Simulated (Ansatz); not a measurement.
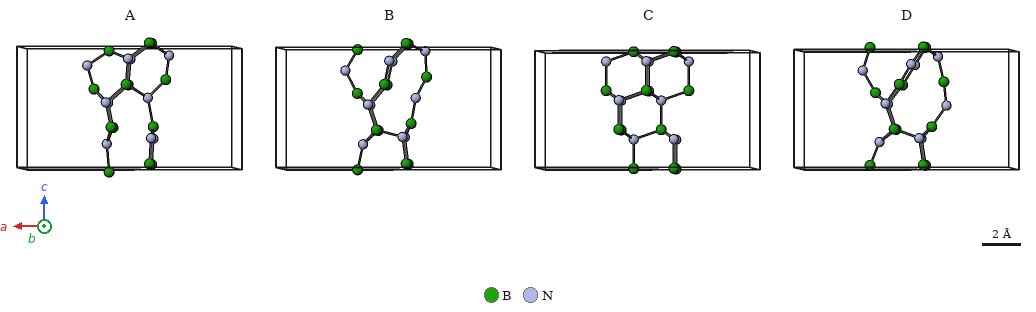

4 geometries from one relaxation of a wire of composition BN, in shuffled order. Style: ball-and-stick. Shown: the cell of the calculation, with the vacuum cut short, from a free direction.

Case: wire along [1 1 1], 20 atoms a period.

Level of theory: Ansatz, DFT PBE, scalar-relativistic, plane waves, PAW. (plane-wave cutoff 420 eV; k-point mesh 1 × 1 × 6; occupations gaussian; smearing width 0.05 eV; collinear spin; cell relaxed at fixed a, b, alpha, beta, gamma; force threshold 0.02 eV/Å; at most 45 steps)

### Order the frames from highest to lowest energy.

C, A, B, D. They are steps 0, 5, 10, 18, at +19.326 eV per cell of the calculation, +7.123 eV per cell of the calculation, +2.026 eV per cell of the calculation relative to the last. Over 17 accepted moves (18 points after the start) the energy falls by 19.326 eV per cell of the calculation. The largest force component goes from 4.6 to 0.012 eV/Å. At 1 point the geometry stayed and the basis and grid were re-selected for the new cell (energy shift of 5.5 meV per cell of the calculation at most each time). An N atom moves most relative to the centre of the atoms: 1.44 Å. By element the largest moves are N 1.44 Å, B 1.23 Å. Along the periodic axis the drawn cell goes c 6.278 → 6.334 Å (+0.9 %). Among the contacts that change: B–N 1.570 → 3.270 Å, B–N 3.005 → 1.451 Å, B–N 1.570 → 2.920 Å, B–B 2.563 → 2.187 Å. New bonds form, among them: B–N (3.01 → 1.45 Å). Bonds break, among them: B–N (1.57 → 2.92 Å), B–N (1.57 → 3.27 Å). Among the angles between lasting bonds that change: N–B–N 109.5° → 175.5°, N–B–N 109.5° → 173.1°, N–B–N 109.5° → 166.9°. The program noted that the starting moments weren't kept. The run took 4.4 min on 4 threads of Intel(R) Xeon(R) 6975P-C (Granite Rapids), with other jobs on the host, peak memory 1.9 GiB.
